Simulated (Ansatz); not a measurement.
## Run report: Si3N, geometry relaxation (part 1 of 2)

The run: geometry relaxation of Si3N (slab, 8 atoms in the cell). Method and program: DFT PBEsol, scalar-relativistic, plane waves, PAW, no spin polarisation (Ansatz 0.2.0).

The structure derives from a Materials Project entry. The input holds or restrains some coordinates. Forces given for the steps count only the free coordinates. It belongs to a series of runs on one base structure; here: N2 put at a hollow Si-Si site. Figures and captions count atoms from 1; the log counts them from 0 in places.

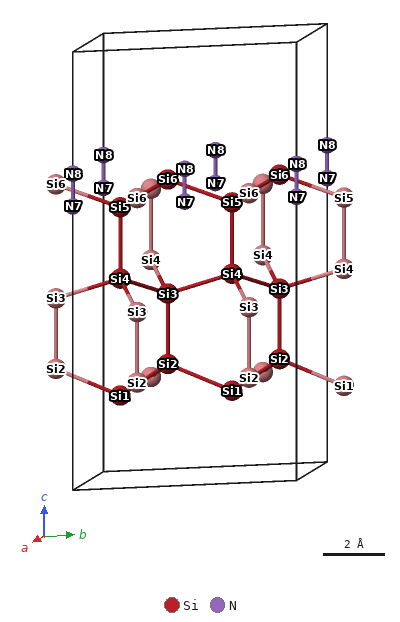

Fig. 1: The input geometry (ball-and-stick view of the 1 × 2 repeat of the cell, with the vacuum cut short, seen slightly off an axis; neighbours outside the cell are drawn fainter; atoms are numbered from 1 in the order of the input). An atom can appear more than once, as a periodic image.

Input file:
```yaml
crystal:
  lattice:
    - [3.8248883482, 0.0, 0.0]
    - [-1.9124441741, 3.3124504762, 0.0]
    - [0.0, 0.0, 27.2211317575]
  atoms:
    - { symbol: Si, position: [0.6666666667, 0.3333333333, 0.3122574063] }
    - { symbol: Si, position: [0.3333333333, 0.6666666667, 0.3415299163] }
    - { symbol: Si, position: [0.3333333333, 0.6666666667, 0.4284226885] }
    - { symbol: Si, position: [0.6666666667, 0.3333333333, 0.4564202391] }
    - { symbol: Si, position: [0.6666666667, 0.3333333333, 0.5443410684] }
    - { symbol: Si, position: [0.3333333333, 0.6666666667, 0.5689762176] }
    - { symbol: "N", position: [0.0, 0.0, 0.5550164747] }
    - { symbol: "N", position: [0.0, 0.0, 0.5954262567] }
basis:
  ecutwfc: 420
kpoints:
  mp_grid: { grid: [9, 9, 1] }
hamiltonian:
  xc: pbesol
scf:
  occupations: { method: gaussian, width: 0.05 }
output:
  forces: true
  eigenvalues: true
  write_density: true
  write_potential: true
  elf: true
  volumetric_format: npy
relax:
  adjacent_minimum: "off"
  f_tol: 0.03
  max_steps: 70
  constraints: [{ sites: [0, 1, 2] }]
efield:
  axis: 3
  dipole_correction: true
  ramp_width: 0.04
```

Command:
```bash
ansatz run input.yaml --threads 1 --pin off --max-ram 2560MiB --backend cpu --events-out ev --progress --plain --runs-dir out
```

Output:
```
Engine: ansatz 0.2.0, x86_64-unknown-linux-gnu
Pseudopotentials: kind: paw
Pseudopotential: Si, paw, valence charge 4, recommended cutoff 420 eV (normal), Si.paw.azcp
Pseudopotential: N, paw, valence charge 5, recommended cutoff 420 eV (normal), N.paw.azcp
Functional definition: PBEsol
  exchange = pbesol_x
  correlation = pbesol_c
Crystal: 8 atoms, lattice volume = 344.885 Å³
Basis set: ecut = 420 eV, 6739 PW (Γ), exchange–correlation on 54×54×384 points (8 copies of the dense FFT grid, shifted against one another)
Bands: 25, of which v1, the nominal top of the filled ones, is band 17 counted from 1 (16 counted from 0)
Symmetry: 6 space group operations
Space group: P3m1 (ITA 156), of the structure as read, at distance tolerance 7.0e-5 Å
k-points: 12 of 81 (time reversal used)
Non-local potential: Si, projectors of the file, l = 0: 2, l = 1: 2, l = 2: 2
Non-local potential: N, projectors of the file, l = 0: 2, l = 1: 2, l = 2: 1
PAW form: soft (Blöchl's): semilocal exchange-correlation on the pseudo side does not see the compensation charge
PAW frozen core: Si, regenerated for the run's functional, and the local potential with it (the file was generated under x = pbe(κ = 0.804, μ = 0.2195149727645171), c = pbe(β = 0.06672455060314922))
PAW frozen core: N, regenerated for the run's functional, and the local potential with it (the file was generated under x = pbe(κ = 0.804, μ = 0.2195149727645171), c = pbe(β = 0.06672455060314922))
PAW one-centre angular grid: Si, 110 points (default); XC on 64 Gauss nodes
PAW one-centre angular grid: N, 110 points (default); XC on 64 Gauss nodes
Initial density: superposition of atomic densities (neutral atoms: chi_scale 0, normalization atom), corrected by the library's trained network
Initial wavefunctions: pseudopotential atomic-orbital guess
Functional: x = pbesol(κ = 0.804, μ = 0.12345679012345678), c = pbesol(β = 0.046)
SCF iter   1: F=—  HF=-4477.993964 eV  |F-HF|=—  |Δ(HF+E_count)|=         —  Δρ=1.16e-2  dr2=7.84e0  ethr=1.77e-3  p=0.009 e·Å  D=4.81e-3 V/Å  ΔV_dip=-0.13 eV  dr2_dipole=2.81e0  V_vac-E_F(+/−)=4.73/4.86 eV  ⟨swp⟩=9.1  Hψ=2082  notcnv=0  defer=5
efield: sawtooth ramp at fractional position 0.9338 (placed from the atoms, in the widest stretch of the axis that holds none; the zero of the levels goes with the place), width 0.0400; the density the first Hamiltonian is built on has a dipole p = 0.009 e·Å; the dipole correction subtracts the counter field D = 4.81e-3 V/Å, which shifts the + side's vacuum level by -0.13 eV against the − side's; the planar-averaged density in the ramp window peaks in size at 7.0e-6 e/Å³
preconditioner: auto → LDOS  [metal: Δε(μ)=0.029 eV  Ē_g=8.250 eV  σ=0.050 eV  W_gap=0.31  n_scr=16 (ndim 8)  ℏωp=11.3 eV  f_vac=0.584  D(μ)=7.93/eV (n_scr^D=58)  β→1.0]
SCF iter   2: F=—  HF=-4477.849875 eV  |F-HF|=—  |Δ(HF+E_count)|=   1.44e-1  Δρ=3.96e-3  dr2=1.29e-1  ethr=1.77e-3  p=-0.056 e·Å  D=-2.95e-2 V/Å  ΔV_dip=0.80 eV  dr2_dipole=5.52e-3  V_vac-E_F(+/−)=5.66/4.86 eV  ⟨swp⟩=3.8  Hψ=663  notcnv=0  defer=30
SCF iter   3: F=—  HF=-4477.842791 eV  |F-HF|=—  |Δ(HF+E_count)|=   7.08e-3  Δρ=2.12e-3  dr2=7.90e-2  ethr=3.81e-4  p=-0.056 e·Å  D=-2.94e-2 V/Å  ΔV_dip=0.80 eV  dr2_dipole=1.58e-2  V_vac-E_F(+/−)=5.66/4.86 eV  ⟨swp⟩=3.3  Hψ=557  notcnv=0  defer=30
SCF iter   4: F=—  HF=-4477.836737 eV  |F-HF|=—  |Δ(HF+E_count)|=   6.05e-3  Δρ=7.03e-4  dr2=1.03e-2  ethr=2.32e-4  p=-0.060 e·Å  D=-3.14e-2 V/Å  ΔV_dip=0.85 eV  dr2_dipole=6.71e-4  V_vac-E_F(+/−)=5.70/4.84 eV  ⟨swp⟩=2.8  Hψ=427  notcnv=0  defer=30
SCF iter   5: F=—  HF=-4477.836628 eV  |F-HF|=—  |Δ(HF+E_count)|=   1.09e-4  Δρ=4.26e-4  dr2=4.70e-3  ethr=3.04e-5  p=-0.060 e·Å  D=-3.14e-2 V/Å  ΔV_dip=0.86 eV  dr2_dipole=3.15e-4  V_vac-E_F(+/−)=5.69/4.84 eV  ⟨swp⟩=1.2  Hψ=318  notcnv=0  defer=30
SCF iter   6: F=—  HF=-4477.836307 eV  |F-HF|=—  |Δ(HF+E_count)|=   3.21e-4  Δρ=2.30e-4  dr2=2.06e-3  ethr=1.38e-5  p=-0.060 e·Å  D=-3.16e-2 V/Å  ΔV_dip=0.86 eV  dr2_dipole=4.80e-4  V_vac-E_F(+/−)=5.69/4.83 eV  ⟨swp⟩=1.7  Hψ=355  notcnv=0  defer=30
SCF iter   7: F=—  HF=-4477.836177 eV  |F-HF|=—  |Δ(HF+E_count)|=   1.29e-4  Δρ=1.37e-4  dr2=3.46e-4  ethr=6.05e-6  p=-0.061 e·Å  D=-3.18e-2 V/Å  ΔV_dip=0.87 eV  dr2_dipole=5.59e-5  V_vac-E_F(+/−)=5.69/4.82 eV  ⟨swp⟩=1.3  Hψ=290  notcnv=0  defer=30
SCF iter   8: F=—  HF=-4477.836158 eV  |F-HF|=—  |Δ(HF+E_count)|=   1.94e-5  Δρ=5.97e-5  dr2=3.14e-5  ethr=1.02e-6  p=-0.061 e·Å  D=-3.20e-2 V/Å  ΔV_dip=0.87 eV  dr2_dipole=6.84e-7  V_vac-E_F(+/−)=5.69/4.82 eV  ⟨swp⟩=1.9  Hψ=348  notcnv=0  defer=30
SCF iter   9: F=-4477.836155 eV  HF=-4477.836160 eV  |F-HF|=5.25e-6  |Δ(HF+E_count)|=   2.25e-6  Δρ=1.45e-5  dr2=5.00e-6  ethr=6.62e-8  p=-0.061 e·Å  D=-3.22e-2 V/Å  ΔV_dip=0.88 eV  dr2_dipole=2.19e-6  V_vac-E_F(+/−)=5.69/4.81 eV  ⟨swp⟩=23.8  Hψ=3768  notcnv=0
SCF 1 converged in 9 iterations: F = -4477.836155 eV  dr2 = 5.00e-6
  greatest PAW one-centre occupation: 0.850 electrons in one spin orbital (limit 2), on the N atom at site 7 (counted from 0), in its partial waves of l = 0
relax step   1: F+E_penalty+E_count = -4477.83615496 eV  Δ(F+E_penalty+E_count) = +0.000e0 eV  max|allowed force component| = 1.203e1 eV/Å  Δτ_max = 0.0000 Å  (9 SCF iters, dr2 threshold 2.25e-5 eV, accepted)
Initial density: handed on by an earlier stage of this run
Initial wavefunctions: those handed on with the density
SCF iter   1: F=—  HF=-4478.874774 eV  |F-HF|=—  |Δ(HF+E_count)|=         —  Δρ=1.83e-2  dr2=2.67e0  ethr=3.10e-3  p=-0.061 e·Å  D=-3.22e-2 V/Å  ΔV_dip=0.88 eV  dr2_dipole=8.02e-1  V_vac-E_F(+/−)=5.64/4.76 eV  ⟨swp⟩=4.9  Hψ=1221  notcnv=0  defer=3
efield: sawtooth ramp at fractional position 0.9338 (handed on by an earlier solve), width 0.0400; the density the first Hamiltonian is built on has a dipole p = -0.061 e·Å; the dipole correction subtracts the counter field D = -3.22e-2 V/Å, which shifts the + side's vacuum level by +0.88 eV against the − side's; the planar-averaged density in the ramp window peaks in size at 2.9e-7 e/Å³
preconditioner: auto → LDOS  [metal: Δε(μ)=0.034 eV  Ē_g=8.060 eV  σ=0.050 eV  W_gap=0.37  n_scr=16 (ndim 8)  ℏωp=11.3 eV  f_vac=0.578  D(μ)=11.42/eV (n_scr^D=98)  β→1.0]
SCF iter   2: F=—  HF=-4478.762022 eV  |F-HF|=—  |Δ(HF+E_count)|=   1.13e-1  Δρ=3.91e-3  dr2=1.44e-1  ethr=3.10e-3  p=-0.072 e·Å  D=-3.77e-2 V/Å  ΔV_dip=1.03 eV  dr2_dipole=3.47e-2  V_vac-E_F(+/−)=5.83/4.80 eV  ⟨swp⟩=2.0  Hψ=661  notcnv=0  defer=14
SCF iter   3: F=—  HF=-4478.756503 eV  |F-HF|=—  |Δ(HF+E_count)|=   5.52e-3  Δρ=1.94e-3  dr2=4.84e-2  ethr=4.25e-4  p=-0.075 e·Å  D=-3.91e-2 V/Å  ΔV_dip=1.07 eV  dr2_dipole=5.83e-3  V_vac-E_F(+/−)=5.88/4.82 eV  ⟨swp⟩=2.4  Hψ=493  notcnv=0  defer=29
SCF iter   4: F=—  HF=-4478.753210 eV  |F-HF|=—  |Δ(HF+E_count)|=   3.29e-3  Δρ=1.02e-3  dr2=9.20e-3  ethr=1.42e-4  p=-0.079 e·Å  D=-4.15e-2 V/Å  ΔV_dip=1.13 eV  dr2_dipole=5.79e-4  V_vac-E_F(+/−)=5.96/4.83 eV  ⟨swp⟩=1.8  Hψ=334  notcnv=0  defer=29
SCF iter   5: F=—  HF=-4478.752443 eV  |F-HF|=—  |Δ(HF+E_count)|=   7.67e-4  Δρ=3.40e-4  dr2=1.10e-3  ethr=2.71e-5  p=-0.081 e·Å  D=-4.26e-2 V/Å  ΔV_dip=1.16 eV  dr2_dipole=6.80e-5  V_vac-E_F(+/−)=6.01/4.85 eV  ⟨swp⟩=1.9  Hψ=362  notcnv=0  defer=29
SCF iter   6: F=—  HF=-4478.752397 eV  |F-HF|=—  |Δ(HF+E_count)|=   4.58e-5  Δρ=8.86e-5  dr2=1.92e-4  ethr=3.25e-6  p=-0.082 e·Å  D=-4.30e-2 V/Å  ΔV_dip=1.17 eV  dr2_dipole=2.44e-5  V_vac-E_F(+/−)=6.03/4.86 eV  ⟨swp⟩=2.1  Hψ=404  notcnv=0  defer=29
SCF iter   7: F=-4478.752372 eV  HF=-4478.752399 eV  |F-HF|=2.67e-5  |Δ(HF+E_count)|=   1.84e-6  Δρ=3.68e-5  dr2=3.12e-5  ethr=2.94e-7  p=-0.082 e·Å  D=-4.29e-2 V/Å  ΔV_dip=1.17 eV  dr2_dipole=7.06e-9  V_vac-E_F(+/−)=6.03/4.86 eV  ⟨swp⟩=22.0  Hψ=3565  notcnv=0
SCF 2 converged in 7 iterations: F = -4478.752372 eV  dr2 = 3.12e-5
[... from here on the iterations of each SCF are left out, up to the last one ...]
relax step   2: F+E_penalty+E_count = -4478.75237185 eV  Δ(F+E_penalty+E_count) = -9.162e-1 eV  max|allowed force component| = 3.351e0 eV/Å  Δτ_max = 0.1947 Å  (7 SCF iters, dr2 threshold 1.00e-4 eV, accepted)
efield: sawtooth ramp at fractional position 0.9338 (handed on by an earlier solve), width 0.0400; the density the first Hamiltonian is built on has a dipole p = -0.082 e·Å; the dipole correction subtracts the counter field D = -4.29e-2 V/Å, which shifts the + side's vacuum level by +1.17 eV against the − side's; the planar-averaged density in the ramp window peaks in size at 7.0e-7 e/Å³
preconditioner: auto → LDOS  [metal: Δε(μ)=0.057 eV  Ē_g=7.947 eV  σ=0.050 eV  W_gap=0.47  n_scr=16 (ndim 8)  ℏωp=11.3 eV  f_vac=0.571  D(μ)=2.77/eV (n_scr^D=10)  β→1.0]
SCF 3 converged in 8 iterations: F = -4479.201143 eV  dr2 = 3.09e-6
relax step   3: F+E_penalty+E_count = -4479.20114317 eV  Δ(F+E_penalty+E_count) = -4.488e-1 eV  max|allowed force component| = 1.503e0 eV/Å  Δτ_max = 0.1965 Å  (8 SCF iters, dr2 threshold 1.00e-4 eV, accepted)
efield: sawtooth ramp at fractional position 0.9338 (handed on by an earlier solve), width 0.0400; the density the first Hamiltonian is built on has a dipole p = -0.071 e·Å; the dipole correction subtracts the counter field D = -3.75e-2 V/Å, which shifts the + side's vacuum level by +1.02 eV against the − side's; the planar-averaged density in the ramp window peaks in size at 7.3e-7 e/Å³
preconditioner: auto → LDOS  [metal: Δε(μ)=0.012 eV  Ē_g=7.901 eV  σ=0.050 eV  W_gap=0.14  n_scr=16 (ndim 8)  ℏωp=11.3 eV  f_vac=0.566  D(μ)=11.30/eV (n_scr^D=98)  β→1.0]
SCF 4 converged in 7 iterations: F = -4479.392522 eV  dr2 = 3.06e-5
relax step   4: F+E_penalty+E_count = -4479.39252199 eV  Δ(F+E_penalty+E_count) = -1.914e-1 eV  max|allowed force component| = 1.963e0 eV/Å  Δτ_max = 0.2000 Å  (7 SCF iters, dr2 threshold 1.00e-4 eV, accepted)
efield: sawtooth ramp at fractional position 0.9338 (handed on by an earlier solve), width 0.0400; the density the first Hamiltonian is built on has a dipole p = -0.063 e·Å; the dipole correction subtracts the counter field D = -3.30e-2 V/Å, which shifts the + side's vacuum level by +0.90 eV against the − side's; the planar-averaged density in the ramp window peaks in size at 1.2e-6 e/Å³
preconditioner: auto → LDOS  [metal: Δε(μ)=0.030 eV  Ē_g=7.830 eV  σ=0.050 eV  W_gap=0.31  n_scr=16 (ndim 8)  ℏωp=11.3 eV  f_vac=0.562  D(μ)=7.34/eV (n_scr^D=46)  β→1.0]
SCF 5 converged in 7 iterations: F = -4479.750010 eV  dr2 = 1.40e-5
relax step   5: F+E_penalty+E_count = -4479.75001016 eV  Δ(F+E_penalty+E_count) = -3.575e-1 eV  max|allowed force component| = 3.230e0 eV/Å  Δτ_max = 0.1949 Å  (7 SCF iters, dr2 threshold 1.00e-4 eV, accepted)
efield: sawtooth ramp at fractional position 0.9338 (handed on by an earlier solve), width 0.0400; the density the first Hamiltonian is built on has a dipole p = -0.043 e·Å; the dipole correction subtracts the counter field D = -2.28e-2 V/Å, which shifts the + side's vacuum level by +0.62 eV against the − side's; the planar-averaged density in the ramp window peaks in size at 9.8e-7 e/Å³
preconditioner: auto → LDOS  [insulator: Δε(μ)=0.064 eV  Ē_g=7.764 eV  σ=0.050 eV  W_gap=0.62  n_scr=16 (ndim 8)  ℏωp=11.3 eV  f_vac=0.559  D(μ)=3.75/eV (n_scr^D=12)  ε∞_Penn≈3.1  β→1.0]
SCF 6 converged in 6 iterations: F = -4480.087849 eV  dr2 = 3.88e-5
relax step   6: F+E_penalty+E_count = -4480.08784881 eV  Δ(F+E_penalty+E_count) = -3.378e-1 eV  max|allowed force component| = 2.937e0 eV/Å  Δτ_max = 0.1946 Å  (6 SCF iters, dr2 threshold 1.00e-4 eV, accepted)
efield: sawtooth ramp at fractional position 0.9338 (handed on by an earlier solve), width 0.0400; the density the first Hamiltonian is built on has a dipole p = 0.002 e·Å; the dipole correction subtracts the counter field D = 1.21e-3 V/Å, which shifts the + side's vacuum level by -0.03 eV against the − side's; the planar-averaged density in the ramp window peaks in size at 1.2e-6 e/Å³
preconditioner: auto → LDOS  [metal: Δε(μ)=0.042 eV  Ē_g=7.705 eV  σ=0.050 eV  W_gap=0.45  n_scr=16 (ndim 8)  ℏωp=11.3 eV  f_vac=0.554  D(μ)=3.62/eV (n_scr^D=10)  β→1.0]
SCF 7 converged in 7 iterations: F = -4480.265838 eV  dr2 = 7.36e-5
relax step   7: F+E_penalty+E_count = -4480.26583818 eV  Δ(F+E_penalty+E_count) = -1.780e-1 eV  max|allowed force component| = 6.158e-1 eV/Å  Δτ_max = 0.1952 Å  (7 SCF iters, dr2 threshold 1.00e-4 eV, accepted)
efield: sawtooth ramp at fractional position 0.9338 (handed on by an earlier solve), width 0.0400; the density the first Hamiltonian is built on has a dipole p = 0.069 e·Å; the dipole correction subtracts the counter field D = 3.64e-2 V/Å, which shifts the + side's vacuum level by -0.99 eV against the − side's; the planar-averaged density in the ramp window peaks in size at 9.8e-7 e/Å³
preconditioner: auto → LDOS  [metal: Δε(μ)=0.027 eV  Ē_g=7.747 eV  σ=0.050 eV  W_gap=0.30  n_scr=16 (ndim 8)  ℏωp=11.3 eV  f_vac=0.560  D(μ)=5.11/eV (n_scr^D=14)  β→1.0]
SCF 8 converged in 4 iterations: F = -4480.293644 eV  dr2 = 1.71e-5
relax step   8: F+E_penalty+E_count = -4480.29364402 eV  Δ(F+E_penalty+E_count) = -2.781e-2 eV  max|allowed force component| = 8.624e-1 eV/Å  Δτ_max = 0.0971 Å  (4 SCF iters, dr2 threshold 2.37e-5 eV, accepted)
efield: sawtooth ramp at fractional position 0.9338 (handed on by an earlier solve), width 0.0400; the density the first Hamiltonian is built on has a dipole p = 0.054 e·Å; the dipole correction subtracts the counter field D = 2.85e-2 V/Å, which shifts the + side's vacuum level by -0.78 eV against the − side's; the planar-averaged density in the ramp window peaks in size at 7.9e-7 e/Å³
preconditioner: auto → LDOS  [insulator: Δε(μ)=0.069 eV  Ē_g=7.739 eV  σ=0.050 eV  W_gap=0.56  n_scr=16 (ndim 8)  ℏωp=11.3 eV  f_vac=0.560  D(μ)=3.99/eV (n_scr^D=12)  ε∞_Penn≈3.1  β→1.0]
SCF 9 converged in 7 iterations: F = -4480.308913 eV  dr2 = 1.62e-5
relax step   9: F+E_penalty+E_count = -4480.30891305 eV  Δ(F+E_penalty+E_count) = -1.527e-2 eV  max|allowed force component| = 4.331e-1 eV/Å  Δτ_max = 0.0711 Å  (7 SCF iters, dr2 threshold 4.65e-5 eV, accepted)
efield: sawtooth ramp at fractional position 0.9338 (handed on by an earlier solve), width 0.0400; the density the first Hamiltonian is built on has a dipole p = 0.050 e·Å; the dipole correction subtracts the counter field D = 2.60e-2 V/Å, which shifts the + side's vacuum level by -0.71 eV against the − side's; the planar-averaged density in the ramp window peaks in size at 5.8e-7 e/Å³
preconditioner: auto → LDOS  [metal: Δε(μ)=0.035 eV  Ē_g=7.762 eV  σ=0.050 eV  W_gap=0.36  n_scr=16 (ndim 8)  ℏωp=11.3 eV  f_vac=0.561  D(μ)=5.88/eV (n_scr^D=14)  β→1.0]
SCF 10 converged in 6 iterations: F = -4480.322040 eV  dr2 = 1.82e-5
relax step  10: F+E_penalty+E_count = -4480.32203986 eV  Δ(F+E_penalty+E_count) = -1.313e-2 eV  max|allowed force component| = 4.816e-2 eV/Å  Δτ_max = 0.0499 Å  (6 SCF iters, dr2 threshold 4.73e-5 eV, accepted)
SCF iter   1: F=—  HF=-4480.322095 eV  |F-HF|=—  |Δ(HF+E_count)|=         —  Δρ=2.57e-4  dr2=3.06e-3  ethr=8.90e-6  p=0.051 e·Å  D=2.70e-2 V/Å  ΔV_dip=-0.73 eV  dr2_dipole=1.32e-3  V_vac-E_F(+/−)=4.15/4.89 eV  ⟨swp⟩=2.2  Hψ=670  notcnv=0
efield: sawtooth ramp at fractional position 0.9338 (handed on by an earlier solve), width 0.0400; the density the first Hamiltonian is built on has a dipole p = 0.051 e·Å; the dipole correction subtracts the counter field D = 2.70e-2 V/Å, which shifts the + side's vacuum level by -0.73 eV against the − side's; the planar-averaged density in the ramp window peaks in size at 9.3e-7 e/Å³
preconditioner: auto → LDOS  [metal: Δε(μ)=0.019 eV  Ē_g=7.754 eV  σ=0.050 eV  W_gap=0.20  n_scr=16 (ndim 8)  ℏωp=11.3 eV  f_vac=0.560  D(μ)=6.17/eV (n_scr^D=14)  β→1.0]
SCF iter   2: F=—  HF=-4480.322023 eV  |F-HF|=—  |Δ(HF+E_count)|=   7.23e-5  Δρ=5.27e-5  dr2=6.55e-5  ethr=8.90e-6  p=0.052 e·Å  D=2.73e-2 V/Å  ΔV_dip=-0.74 eV  dr2_dipole=1.81e-5  V_vac-E_F(+/−)=4.15/4.89 eV  ⟨swp⟩=1.0  Hψ=396  notcnv=0
SCF iter   3: F=—  HF=-4480.322157 eV  |F-HF|=—  |Δ(HF+E_count)|=   1.34e-4  Δρ=3.43e-5  dr2=1.71e-5  ethr=1.93e-7  p=0.052 e·Å  D=2.74e-2 V/Å  ΔV_dip=-0.75 eV  dr2_dipole=5.13e-6  V_vac-E_F(+/−)=4.15/4.89 eV  ⟨swp⟩=2.0  Hψ=381  notcnv=0
SCF iter   4: F=—  HF=-4480.322157 eV  |F-HF|=—  |Δ(HF+E_count)|=   2.76e-7  Δρ=7.68e-6  dr2=1.03e-6  ethr=5.01e-8  p=0.052 e·Å  D=2.74e-2 V/Å  ΔV_dip=-0.75 eV  dr2_dipole=5.07e-9  V_vac-E_F(+/−)=4.14/4.89 eV  ⟨swp⟩=2.2  Hψ=424  notcnv=0
SCF iter   5: F=—  HF=-4480.322157 eV  |F-HF|=—  |Δ(HF+E_count)|=   1.03e-7  Δρ=4.20e-6  dr2=2.10e-7  ethr=2.94e-10  p=0.052 e·Å  D=2.74e-2 V/Å  ΔV_dip=-0.75 eV  dr2_dipole=1.02e-8  V_vac-E_F(+/−)=4.14/4.89 eV  ⟨swp⟩=17.8  Hψ=2715  notcnv=0
SCF iter   6: F=-4480.322157 eV  HF=-4480.322157 eV  |F-HF|=6.99e-9  |Δ(HF+E_count)|=   4.31e-8  Δρ=2.34e-6  dr2=5.91e-8  ethr=2.94e-10  p=0.052 e·Å  D=2.74e-2 V/Å  ΔV_dip=-0.75 eV  dr2_dipole=1.23e-8  V_vac-E_F(+/−)=4.14/4.89 eV  ⟨swp⟩=11.1  Hψ=2208  notcnv=0
SCF 11 converged in 6 iterations: F = -4480.322157 eV  dr2 = 5.91e-8
relax step  11: F+E_penalty+E_count = -4480.32215723 eV  Δ(F+E_penalty+E_count) = -1.174e-4 eV  max|allowed force component| = 2.637e-3 eV/Å  Δτ_max = 0.0016 Å  (6 SCF iters, accepted)
```

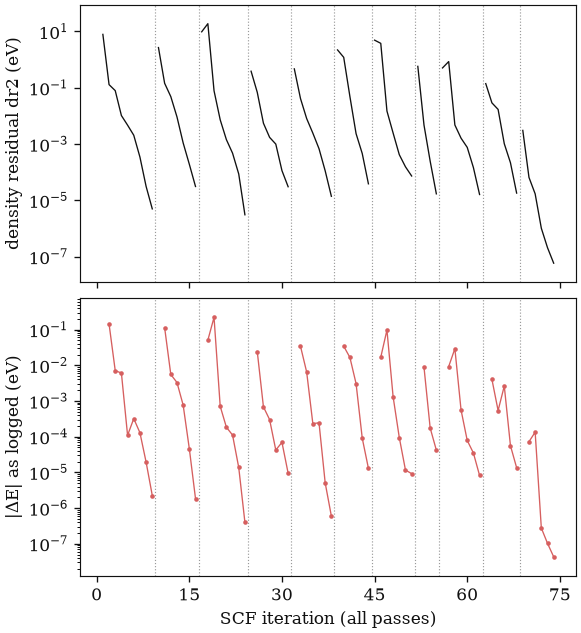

Fig. 2: Convergence of the self-consistent field: density residual dr2 and size of the energy change against the SCF iteration. The dotted lines part the SCF passes of the relaxation: geometry steps, rejected trials and re-solves on a re-selected basis. The 11 passes take 4 to 9 iterations each, 74 in all.
